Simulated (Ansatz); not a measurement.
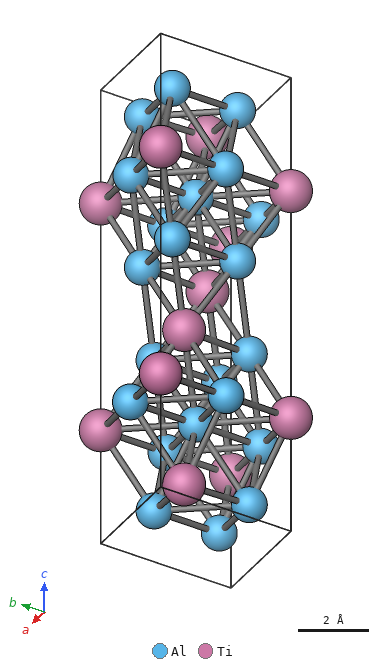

Ball-and-stick model, viewed from a general direction. The lines enclose the conventional unit cell; boundary atoms appear with their images.

What is this?

- The formula is TiAl3.
- The lattice is primitive hexagonal and the space group P6_3/mmc (No. 194).
- Atoms per cell: 24 (6 Ti, 18 Al).
- Around each Al lie eight Al and four Ti (about 2.8 Å to Al, 2.8 to 2.9 Å to Ti). Each Ti has twelve Al at about 2.8 to 2.9 Å.
- The bonds build a three-dimensional framework.

The structure was taken from a structure listed in the Materials Project. Earlier steps of the study may have refined or changed the cell and positions. It was the input of a calculation with Ansatz.
